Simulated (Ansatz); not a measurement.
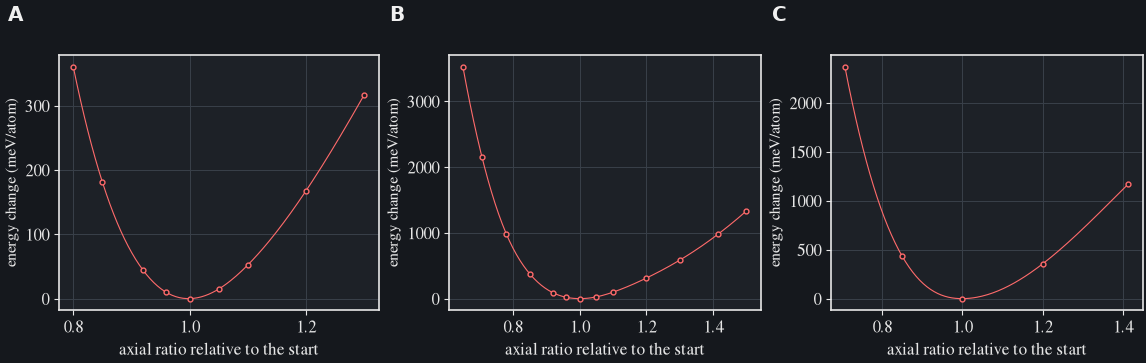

Each panel shows the energy change against relative axial ratio for one of these solids: Ge, Cmmm (No. 65), 19.6 Å³/atom, path axial; HfN, Fm-3m (No. 225), 11.5 Å³/atom, path tetragonal; WC, Fm-3m (No. 225), 10.3 Å³/atom, path tetragonal.

Calculation (Ansatz 0.2.0): deformation of a crystal at fixed volume, lengths along the axis scaled against those across it, fractional coordinates fixed, by plane-wave density functional theory with PAW datasets, free energies less that of the undisturbed cell, pressure positive in compression; scalar-relativistic. Level: PBEsol, no spin polarisation.

Question: Match the panels to the solids.

Answer: A is Ge (energy change from 0 meV/atom to 360 meV/atom); B is HfN (energy change from 0 meV/atom to 3527 meV/atom); C is WC (energy change from 0 meV/atom to 2369 meV/atom).

For Ge, limits of the calculation: reference crystal is not relaxed; shape and atomic fractions are frozen while scaling, which makes layered, chain and framework solids too stiff.

For HfN, limits of the calculation: atoms far too close at some points of the scan; no spin polarisation, a magnetic state may lie lower; reference crystal is not relaxed.
